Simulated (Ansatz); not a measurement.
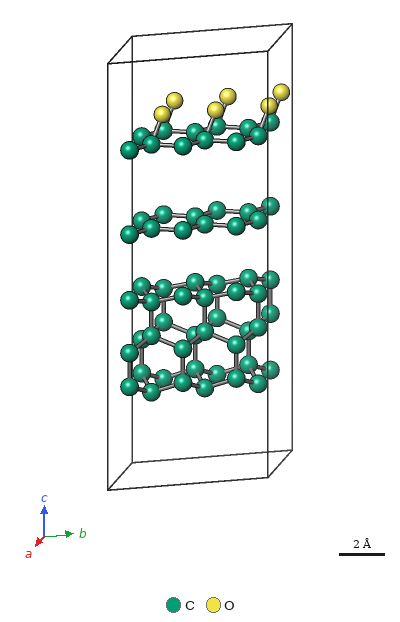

*The starting structure (ball-and-stick view of the 2 × 3 repeat of the cell, with the vacuum cut short, seen slightly off an axis). An atom can appear more than once, as a periodic image.*

Near neighbours in the periodic cell (some may lie outside the picture): C has 3 C at 1.44 to 1.53 Å; C has 4 C at 1.49 to 1.56 Å; C has 3 C at 1.44 Å and 1 O at 1.43 Å; O has 1 C at 1.43 Å.

**C10O: geometry relaxation (part 1 of 3)**

The run: geometry relaxation of C10O (slab, 11 atoms in the cell). Method and program: DFT PBEsol, scalar-relativistic, plane waves, PAW, spin-polarised (Ansatz 0.2.0).

The structure derives from an entry of the Crystallography Open Database. The input holds or restrains some coordinates. Forces given for the steps count only the free coordinates. It belongs to a series of runs on one base structure; here: O put at a bridge C-C site.

### What the program printed
```
Engine: ansatz 0.2.0, x86_64-unknown-linux-gnu
Pseudopotentials: kind: paw
Pseudopotential: C, paw, valence charge 4, recommended cutoff 420 eV (normal), C.paw.azcp
Pseudopotential: O, paw, valence charge 6, recommended cutoff 420 eV (normal), O.paw.azcp
Functional definition: PBEsol
  exchange = pbesol_x
  correlation = pbesol_c
Crystal: 11 atoms, lattice volume = 150.569 Å³
Basis set: ecut = 420 eV, 2883 PW (Γ), exchange–correlation on 36×36×384 points (8 copies of the dense FFT grid, shifted against one another)
Bands: 35, of which v1, the nominal top of the filled ones, is band 23 counted from 1 (22 counted from 0)
Symmetry: 2 space group operations
k-points: 43 of 144 (time reversal used)
Non-local potential: C, projectors of the file, l = 0: 2, l = 1: 2, l = 2: 1
Non-local potential: O, projectors of the file, l = 0: 2, l = 1: 2, l = 2: 1
PAW form: soft (Blöchl's): semilocal exchange-correlation on the pseudo side does not see the compensation charge
PAW frozen core: C, regenerated for the run's functional, and the local potential with it (the file was generated under x = pbe(κ = 0.804, μ = 0.2195149727645171), c = pbe(β = 0.06672455060314922))
PAW frozen core: O, regenerated for the run's functional, and the local potential with it (the file was generated under x = pbe(κ = 0.804, μ = 0.2195149727645171), c = pbe(β = 0.06672455060314922))
PAW one-centre angular grid: C, 110 points (default); XC on 64 Gauss nodes
PAW one-centre angular grid: O, 110 points (default); XC on 64 Gauss nodes
Starting moments: Σ|m| = 2 μB on 1 of 11 sites
Initial wavefunctions: pseudopotential atomic-orbital guess
Functional: x = pbesol(κ = 0.804, μ = 0.12345679012345678), c = pbesol(β = 0.046)
SCF iter   1: F=—  HF=-3019.917233 eV  |F-HF|=—  |Δ(HF+E_count)|=         —  Δρ=6.27e-2 (↑5.67e-2 ↓6.27e-2)  dr2=1.82e1  dr2_m=1.99e0  M=0.250 μB ∫|m|=0.643 μB  β_m=0.30  ethr=3.10e-3  p=-0.000 e·Å  D=-1.39e-6 V/Å  ΔV_dip=0.00 eV  dr2_dipole=6.12e0  V_vac-E_F(+/−)=8.05/8.05 eV  ⟨swp⟩=8.5  Hψ=17124  notcnv=0  defer=158
efield: sawtooth ramp at fractional position 0.0129 (placed from the atoms, in the widest stretch of the axis that holds none; the zero of the levels goes with the place), width 0.0400; the density the first Hamiltonian is built on has a dipole p = -0.000 e·Å; the dipole correction subtracts the counter field D = -1.39e-6 V/Å, which shifts the + side's vacuum level by +0.00 eV against the − side's; the planar-averaged density in the ramp window peaks in size at 2.4e-6 e/Å³
preconditioner: auto → LDOS  [metal: Δε(μ)=0.038 eV  Ē_g=16.232 eV  σ=0.050 eV  W_gap=0.36  n_scr=18 (ndim 8)  ℏωp=20.5 eV  f_vac=0.437  D(μ)=6.57/eV (n_scr^D=24)]
spin=Collinear: LDOS preconditioning applied to the charge; magnetization (m = ρ↑ − ρ↓) channel mixes plain (no charge-response kernel on spin).
SCF iter   2: F=—  HF=-3018.375819 eV  |F-HF|=—  |Δ(HF+E_count)|=    1.54e0  Δρ=4.34e-2 (↑4.13e-2 ↓4.34e-2)  dr2=7.48e0  dr2_m=1.21e0  M=0.188 μB ∫|m|=0.517 μB  β_m=0.30  ethr=3.10e-3  p=0.005 e·Å  D=5.87e-3 V/Å  ΔV_dip=-0.16 eV  dr2_dipole=2.23e0  V_vac-E_F(+/−)=7.60/7.77 eV  ⟨swp⟩=2.8  Hψ=5863  notcnv=0  defer=518  κ⁻¹=1.0e0(r=1)
SCF iter   3: F=—  HF=-3017.292705 eV  |F-HF|=—  |Δ(HF+E_count)|=    1.08e0  Δρ=2.47e-2 (↑2.43e-2 ↓2.47e-2)  dr2=4.90e-1  dr2_m=7.61e-1  M=0.143 μB ∫|m|=0.393 μB  β_m=0.30  ethr=3.10e-3  p=0.015 e·Å  D=1.78e-2 V/Å  ΔV_dip=-0.50 eV  dr2_dipole=2.18e-3  V_vac-E_F(+/−)=6.68/7.17 eV  ⟨swp⟩=3.4  Hψ=5872  notcnv=0  defer=535  κ⁻¹=1.4e-2(r=2)
SCF iter   4: F=—  HF=-3017.426471 eV  |F-HF|=—  |Δ(HF+E_count)|=   1.34e-1  Δρ=1.98e-2 (↑1.86e-2 ↓1.98e-2)  dr2=2.46e-1  dr2_m=4.82e-1  M=0.080 μB ∫|m|=0.313 μB  β_m=0.30  ethr=1.06e-3  p=0.008 e·Å  D=9.50e-3 V/Å  ΔV_dip=-0.26 eV  dr2_dipole=2.97e-4  V_vac-E_F(+/−)=6.61/6.88 eV  ⟨swp⟩=2.6  Hψ=4453  notcnv=0  defer=525  κ⁻¹=2.4e-3(r=3)
SCF iter   5: F=—  HF=-3017.518603 eV  |F-HF|=—  |Δ(HF+E_count)|=   9.21e-2  Δρ=1.50e-2 (↑1.50e-2 ↓1.42e-2)  dr2=8.91e-2  dr2_m=2.85e-1  M=0.062 μB ∫|m|=0.258 μB  β_m=0.30  ethr=5.34e-4  p=-0.007 e·Å  D=-8.69e-3 V/Å  ΔV_dip=0.24 eV  dr2_dipole=1.59e-2  V_vac-E_F(+/−)=6.76/6.52 eV  ⟨swp⟩=2.5  Hψ=4283  notcnv=0  defer=524  κ⁻¹=1.6e-3(r=4)
SCF iter   6: F=—  HF=-3017.567277 eV  |F-HF|=—  |Δ(HF+E_count)|=   4.87e-2  Δρ=1.16e-2 (↑1.08e-2 ↓1.16e-2)  dr2=3.70e-2  dr2_m=1.70e-1  M=0.050 μB ∫|m|=0.215 μB  β_m=0.30  ethr=1.94e-4  p=-0.016 e·Å  D=-1.95e-2 V/Å  ΔV_dip=0.54 eV  dr2_dipole=6.07e-3  V_vac-E_F(+/−)=6.81/6.27 eV  ⟨swp⟩=2.7  Hψ=4915  notcnv=0  defer=527  κ⁻¹=2.0e-4(r=5)
SCF iter   7: F=—  HF=-3017.599257 eV  |F-HF|=—  |Δ(HF+E_count)|=   3.20e-2  Δρ=8.78e-3 (↑8.78e-3 ↓8.67e-3)  dr2=5.58e-2  dr2_m=1.03e-1  M=0.040 μB ∫|m|=0.182 μB  β_m=0.34  ethr=8.04e-5  p=-0.021 e·Å  D=-2.48e-2 V/Å  ΔV_dip=0.69 eV  dr2_dipole=3.04e-2  V_vac-E_F(+/−)=6.86/6.17 eV  ⟨swp⟩=1.8  Hψ=3625  notcnv=0  defer=525
Mixer restart at iter 7: flushing history
spin-set hold released at iteration 7 (site moments contracting): the magnetisation degrees of freedom join the quasi-Newton model from the next iteration; the mixer history was flushed
SCF iter   8: F=—  HF=-3017.618970 eV  |F-HF|=—  |Δ(HF+E_count)|=   1.97e-2  Δρ=6.89e-3 (↑6.13e-3 ↓6.89e-3)  dr2=2.85e-2  dr2_m=5.77e-2  M=0.029 μB ∫|m|=0.156 μB  β_m=0.65  ethr=8.04e-5  p=-0.020 e·Å  D=-2.44e-2 V/Å  ΔV_dip=0.68 eV  dr2_dipole=2.25e-2  V_vac-E_F(+/−)=6.84/6.16 eV  ⟨swp⟩=1.6  Hψ=3066  notcnv=0  defer=523
density mixer auto → msr1: a metal under ldos (density of states about μ 0.92 of a free-electron gas's, 18 screened modes)
SCF iter   9: F=—  HF=-3017.650746 eV  |F-HF|=—  |Δ(HF+E_count)|=   3.18e-2  Δρ=2.53e-3 (↑2.53e-3 ↓1.36e-3)  dr2=3.59e-2  dr2_m=1.53e-3  M=0.010 μB ∫|m|=0.111 μB  β_m=0.53  ethr=6.19e-5  p=-0.029 e·Å  D=-3.44e-2 V/Å  ΔV_dip=0.96 eV  dr2_dipole=6.31e-3  V_vac-E_F(+/−)=7.06/6.10 eV  ⟨swp⟩=2.5  Hψ=5548  notcnv=0  defer=515
SCF iter  10: F=—  HF=-3017.647088 eV  |F-HF|=—  |Δ(HF+E_count)|=   3.66e-3  Δρ=1.07e-3 (↑1.07e-3 ↓9.01e-4)  dr2=6.22e-3  dr2_m=1.28e-3  M=0.001 μB ∫|m|=0.130 μB  β_m=0.76  ethr=6.19e-5  p=-0.025 e·Å  D=-3.04e-2 V/Å  ΔV_dip=0.85 eV  dr2_dipole=5.42e-3  V_vac-E_F(+/−)=6.95/6.10 eV  ⟨swp⟩=2.2  Hψ=4264  notcnv=0  defer=520
SCF iter  11: F=—  HF=-3017.648487 eV  |F-HF|=—  |Δ(HF+E_count)|=   1.40e-3  Δρ=1.45e-3 (↑1.45e-3 ↓1.26e-3)  dr2=3.12e-3  dr2_m=2.50e-3  M=-0.005 μB ∫|m|=0.180 μB  β_m=0.50  ethr=1.35e-5  p=-0.026 e·Å  D=-3.12e-2 V/Å  ΔV_dip=0.87 eV  dr2_dipole=2.82e-3  V_vac-E_F(+/−)=6.96/6.09 eV  ⟨swp⟩=1.3  Hψ=2789  notcnv=0  defer=515
SCF iter  12: F=-3017.686602 eV  HF=-3017.672814 eV  |F-HF|=1.38e-2  |Δ(HF+E_count)|=   2.43e-2  Δρ=5.13e-3 (↑5.13e-3 ↓4.53e-3)  dr2=1.72e-2  dr2_m=3.17e-2  M=-0.062 μB ∫|m|=0.599 μB  β_m=0.94  ethr=6.78e-6  p=-0.029 e·Å  D=-3.47e-2 V/Å  ΔV_dip=0.97 eV  dr2_dipole=1.33e-3  V_vac-E_F(+/−)=7.01/6.04 eV  ⟨swp⟩=2.9  Hψ=4758  notcnv=0  defer=515  recentre
SCF iter  13: F=-3017.659705 eV  HF=-3017.656218 eV  |F-HF|=3.49e-3  |Δ(HF+E_count)|=   1.66e-2  Δρ=3.37e-3 (↑3.37e-3 ↓2.80e-3)  dr2=8.75e-3  dr2_m=1.31e-2  M=-0.029 μB ∫|m|=0.378 μB  β_m=0.90  ethr=6.78e-6  p=-0.027 e·Å  D=-3.29e-2 V/Å  ΔV_dip=0.92 eV  dr2_dipole=1.02e-3  V_vac-E_F(+/−)=6.99/6.07 eV  ⟨swp⟩=2.0  Hψ=4476  notcnv=0  defer=514
SCF iter  14: F=-3017.657631 eV  HF=-3017.655623 eV  |F-HF|=2.01e-3  |Δ(HF+E_count)|=   5.95e-4  Δρ=3.29e-3 (↑3.29e-3 ↓2.69e-3)  dr2=9.42e-3  dr2_m=1.22e-2  M=-0.027 μB ∫|m|=0.366 μB  β_m=0.13  ethr=6.78e-6  p=-0.027 e·Å  D=-3.29e-2 V/Å  ΔV_dip=0.92 eV  dr2_dipole=1.02e-3  V_vac-E_F(+/−)=6.99/6.07 eV  ⟨swp⟩=1.0  Hψ=2687  notcnv=0  defer=514
SCF iter  15: F=-3017.668506 eV  HF=-3017.666938 eV  |F-HF|=1.57e-3  |Δ(HF+E_count)|=   1.13e-2  Δρ=4.80e-3 (↑4.80e-3 ↓3.93e-3)  dr2=2.06e-2  dr2_m=2.61e-2  M=-0.052 μB ∫|m|=0.538 μB  β_m=0.13  ethr=6.78e-6  p=-0.028 e·Å  D=-3.33e-2 V/Å  ΔV_dip=0.93 eV  dr2_dipole=4.58e-3  V_vac-E_F(+/−)=6.98/6.06 eV  ⟨swp⟩=2.2  Hψ=3687  notcnv=0  defer=514  recentre
SCF iter  16: F=-3017.671036 eV  HF=-3017.666905 eV  |F-HF|=4.13e-3  |Δ(HF+E_count)|=   3.35e-5  Δρ=4.77e-3 (↑4.77e-3 ↓3.95e-3)  dr2=1.85e-2  dr2_m=2.61e-2  M=-0.052 μB ∫|m|=0.537 μB  β_m=0.17  ethr=6.78e-6  p=-0.028 e·Å  D=-3.33e-2 V/Å  ΔV_dip=0.93 eV  dr2_dipole=4.04e-3  V_vac-E_F(+/−)=6.98/6.06 eV  ⟨swp⟩=1.0  Hψ=2578  notcnv=0  defer=514
SCF iter  17: F=-3017.725610 eV  HF=-3017.699356 eV  |F-HF|=2.63e-2  |Δ(HF+E_count)|=   3.25e-2  Δρ=6.49e-3 (↑6.49e-3 ↓5.62e-3)  dr2=2.19e-2  dr2_m=5.03e-2  M=-0.057 μB ∫|m|=0.808 μB  β_m=0.26  ethr=6.78e-6  p=-0.029 e·Å  D=-3.43e-2 V/Å  ΔV_dip=0.96 eV  dr2_dipole=3.05e-3  V_vac-E_F(+/−)=6.99/6.04 eV  ⟨swp⟩=2.4  Hψ=4537  notcnv=0  defer=516
SCF iter  18: F=-3017.843799 eV  HF=-3017.782200 eV  |F-HF|=6.16e-2  |Δ(HF+E_count)|=   8.28e-2  Δρ=7.14e-3 (↑7.14e-3 ↓6.96e-3)  dr2=7.82e-3  dr2_m=6.81e-2  M=-0.027 μB ∫|m|=1.180 μB  β_m=0.81  ethr=6.78e-6  p=-0.030 e·Å  D=-3.65e-2 V/Å  ΔV_dip=1.02 eV  dr2_dipole=1.63e-4  V_vac-E_F(+/−)=7.00/5.99 eV  ⟨swp⟩=3.0  Hψ=5901  notcnv=0  defer=520
SCF iter  19: F=-3017.637689 eV  HF=-3017.649981 eV  |F-HF|=1.23e-2  |Δ(HF+E_count)|=   1.32e-1  Δρ=2.20e-3 (↑2.20e-3 ↓1.39e-3)  dr2=1.45e-2  dr2_m=4.40e-3  M=-0.005 μB ∫|m|=0.223 μB  β_m=0.90  ethr=6.78e-6  p=-0.027 e·Å  D=-3.26e-2 V/Å  ΔV_dip=0.91 eV  dr2_dipole=2.52e-3  V_vac-E_F(+/−)=6.99/6.08 eV  ⟨swp⟩=3.5  Hψ=7462  notcnv=0  defer=533  recentre
SCF iter  20: F=-3017.641824 eV  HF=-3017.652582 eV  |F-HF|=1.08e-2  |Δ(HF+E_count)|=   2.60e-3  Δρ=2.83e-3 (↑2.83e-3 ↓1.93e-3)  dr2=1.67e-2  dr2_m=7.75e-3  M=-0.006 μB ∫|m|=0.298 μB  β_m=0.90  ethr=6.78e-6  p=-0.027 e·Å  D=-3.30e-2 V/Å  ΔV_dip=0.92 eV  dr2_dipole=2.22e-3  V_vac-E_F(+/−)=6.99/6.07 eV  ⟨swp⟩=1.6  Hψ=2914  notcnv=0  defer=533  recentre
SCF iter  21: F=-3017.651246 eV  HF=-3017.651363 eV  |F-HF|=1.17e-4  |Δ(HF+E_count)|=   1.22e-3  Δρ=2.37e-3 (↑2.37e-3 ↓1.89e-3)  dr2=5.60e-3  dr2_m=6.23e-3  M=0.011 μB ∫|m|=0.272 μB  β_m=0.19  ethr=6.78e-6  p=-0.027 e·Å  D=-3.26e-2 V/Å  ΔV_dip=0.91 eV  dr2_dipole=9.54e-4  V_vac-E_F(+/−)=6.98/6.07 eV  ⟨swp⟩=1.8  Hψ=2603  notcnv=0  defer=533  recentre
SCF iter  22: F=-3017.905868 eV  HF=-3017.860275 eV  |F-HF|=4.56e-2  |Δ(HF+E_count)|=   2.09e-1  Δρ=6.30e-3 (↑6.02e-3 ↓6.30e-3)  dr2=6.56e-3  dr2_m=5.17e-2  M=-0.015 μB ∫|m|=1.402 μB  β_m=0.82  ethr=6.78e-6  p=-0.031 e·Å  D=-3.76e-2 V/Å  ΔV_dip=1.05 eV  dr2_dipole=2.74e-3  V_vac-E_F(+/−)=6.96/5.92 eV  ⟨swp⟩=4.3  Hψ=7358  notcnv=0  defer=533
SCF iter  23: F=-3017.864527 eV  HF=-3017.802510 eV  |F-HF|=6.20e-2  |Δ(HF+E_count)|=   5.78e-2  Δρ=6.95e-3 (↑6.95e-3 ↓6.74e-3)  dr2=4.52e-3  dr2_m=6.45e-2  M=-0.023 μB ∫|m|=1.246 μB  β_m=0.30  ethr=6.78e-6  p=-0.032 e·Å  D=-3.90e-2 V/Å  ΔV_dip=1.09 eV  dr2_dipole=2.04e-4  V_vac-E_F(+/−)=6.98/5.89 eV  ⟨swp⟩=2.8  Hψ=6094  notcnv=0  defer=523  recentre
SCF iter  24: F=-3017.947565 eV  HF=-3017.958511 eV  |F-HF|=1.09e-2  |Δ(HF+E_count)|=   1.56e-1  Δρ=2.27e-3 (↑2.12e-3 ↓2.27e-3)  dr2=1.30e-2  dr2_m=5.66e-3  M=-0.011 μB ∫|m|=1.675 μB  β_m=0.20  ethr=6.78e-6  p=-0.036 e·Å  D=-4.33e-2 V/Å  ΔV_dip=1.21 eV  dr2_dipole=5.41e-3  V_vac-E_F(+/−)=6.96/5.75 eV  ⟨swp⟩=4.0  Hψ=7277  notcnv=0  defer=524
SCF iter  25: F=-3017.920823 eV  HF=-3017.837182 eV  |F-HF|=8.36e-2  |Δ(HF+E_count)|=   1.21e-1  Δρ=7.84e-3 (↑7.38e-3 ↓7.84e-3)  dr2=1.29e-2  dr2_m=7.87e-2  M=-0.000 μB ∫|m|=1.950 μB  β_m=0.59  ethr=6.78e-6  p=-0.049 e·Å  D=-5.89e-2 V/Å  ΔV_dip=1.64 eV  dr2_dipole=6.52e-4  V_vac-E_F(+/−)=6.98/5.34 eV  ⟨swp⟩=4.1  Hψ=8956  notcnv=0  defer=575  recentre
SCF iter  26: F=-3017.861886 eV  HF=-3017.962223 eV  |F-HF|=1.00e-1  |Δ(HF+E_count)|=   1.25e-1  Δρ=2.75e-3 (↑1.05e-3 ↓2.75e-3)  dr2=9.88e-2  dr2_m=4.22e-3  M=-0.013 μB ∫|m|=1.658 μB  β_m=0.59  ethr=6.78e-6  p=-0.049 e·Å  D=-5.84e-2 V/Å  ΔV_dip=1.63 eV  dr2_dipole=8.11e-3  V_vac-E_F(+/−)=6.95/5.32 eV  ⟨swp⟩=4.4  Hψ=8441  notcnv=0  defer=573  recentre
SCF iter  27: F=-3017.951731 eV  HF=-3017.957882 eV  |F-HF|=6.15e-3  |Δ(HF+E_count)|=   4.34e-3  Δρ=1.95e-3 (↑1.58e-3 ↓1.95e-3)  dr2=9.96e-3  dr2_m=4.11e-3  M=-0.013 μB ∫|m|=1.677 μB  β_m=0.58  ethr=6.78e-6  p=-0.042 e·Å  D=-5.07e-2 V/Å  ΔV_dip=1.41 eV  dr2_dipole=7.99e-4  V_vac-E_F(+/−)=6.95/5.54 eV  ⟨swp⟩=1.9  Hψ=4329  notcnv=0  defer=547
SCF iter  28: F=-3017.956404 eV  HF=-3017.960584 eV  |F-HF|=4.18e-3  |Δ(HF+E_count)|=   2.70e-3  Δρ=1.47e-3 (↑1.21e-3 ↓1.47e-3)  dr2=5.95e-3  dr2_m=2.38e-3  M=-0.012 μB ∫|m|=1.697 μB  β_m=0.58  ethr=6.78e-6  p=-0.043 e·Å  D=-5.11e-2 V/Å  ΔV_dip=1.42 eV  dr2_dipole=9.45e-4  V_vac-E_F(+/−)=6.95/5.53 eV  ⟨swp⟩=2.2  Hψ=3610  notcnv=0  defer=547
SCF iter  29: F=-3017.959739 eV  HF=-3017.961764 eV  |F-HF|=2.02e-3  |Δ(HF+E_count)|=   1.18e-3  Δρ=1.20e-3 (↑9.79e-4 ↓1.20e-3)  dr2=3.31e-3  dr2_m=1.58e-3  M=-0.010 μB ∫|m|=1.710 μB  β_m=0.64  ethr=6.78e-6  p=-0.044 e·Å  D=-5.23e-2 V/Å  ΔV_dip=1.46 eV  dr2_dipole=5.22e-4  V_vac-E_F(+/−)=6.96/5.50 eV  ⟨swp⟩=1.8  Hψ=2827  notcnv=0  defer=547
SCF iter  30: F=-3017.963317 eV  HF=-3017.963457 eV  |F-HF|=1.40e-4  |Δ(HF+E_count)|=   1.69e-3  Δρ=6.44e-4 (↑5.84e-4 ↓6.44e-4)  dr2=5.28e-4  dr2_m=5.11e-4  M=-0.007 μB ∫|m|=1.729 μB  β_m=0.82  ethr=6.78e-6  p=-0.044 e·Å  D=-5.35e-2 V/Å  ΔV_dip=1.49 eV  dr2_dipole=2.09e-4  V_vac-E_F(+/−)=6.97/5.48 eV  ⟨swp⟩=2.0  Hψ=3244  notcnv=0  defer=547
SCF iter  31: F=-3017.963758 eV  HF=-3017.964342 eV  |F-HF|=5.84e-4  |Δ(HF+E_count)|=   8.85e-4  Δρ=1.36e-4 (↑1.17e-4 ↓1.36e-4)  dr2=5.04e-4  dr2_m=4.66e-6  M=-0.005 μB ∫|m|=1.753 μB  β_m=0.61  ethr=1.15e-6  p=-0.046 e·Å  D=-5.50e-2 V/Å  ΔV_dip=1.53 eV  dr2_dipole=1.08e-4  V_vac-E_F(+/−)=6.97/5.44 eV  ⟨swp⟩=2.5  Hψ=4691  notcnv=0  defer=547
SCF iter  32: F=-3017.964225 eV  HF=-3017.964291 eV  |F-HF|=6.64e-5  |Δ(HF+E_count)|=   5.10e-5  Δρ=4.54e-5 (↑4.54e-5 ↓3.87e-5)  dr2=4.06e-5  dr2_m=6.04e-7  M=-0.005 μB ∫|m|=1.750 μB  β_m=0.52  ethr=1.10e-6  p=-0.046 e·Å  D=-5.54e-2 V/Å  ΔV_dip=1.54 eV  dr2_dipole=3.09e-5  V_vac-E_F(+/−)=6.97/5.43 eV  ⟨swp⟩=2.0  Hψ=3706  notcnv=0  defer=550
SCF iter  33: F=-3017.964266 eV  HF=-3017.964288 eV  |F-HF|=2.17e-5  |Δ(HF+E_count)|=   3.32e-6  Δρ=2.34e-5 (↑2.34e-5 ↓1.90e-5)  dr2=1.29e-5  dr2_m=2.47e-7  M=-0.005 μB ∫|m|=1.750 μB  ethr=4.89e-8  p=-0.046 e·Å  D=-5.57e-2 V/Å  ΔV_dip=1.55 eV  dr2_dipole=1.09e-5  V_vac-E_F(+/−)=6.97/5.42 eV  ⟨swp⟩=26.1  Hψ=37370  notcnv=0
at 7 of the mixer's solves, the last at iteration 23, it left a direction of its history that read negative out of its fit and stepped the other way along it
SCF 1 converged in 33 iterations: F = -3017.964266 eV  dr2 = 1.29e-5
  greatest PAW one-centre occupation: 0.891 electrons in one spin orbital (limit 2), on the O atom at site 10 (counted from 0), in its partial waves of l = 0
relax step   1: F+E_penalty+E_count = -3017.96426631 eV  Δ(F+E_penalty+E_count) = +0.000e0 eV  max|allowed force component| = 4.195e0 eV/Å  Δτ_max = 0.0000 Å  (33 SCF iters, dr2 threshold 2.25e-5 eV, accepted)
Initial density: handed on by an earlier stage of this run
Starting moments: Σ|m| = 2 μB on 1 of 11 sites; this step starts from the density that it was given
Initial wavefunctions: those handed on with the density
iter 1 solved again at ethr=1.46e-3 eV; its pass at ethr=3.10e-3 eV (dr2=6.72e-1 eV) is discarded
```
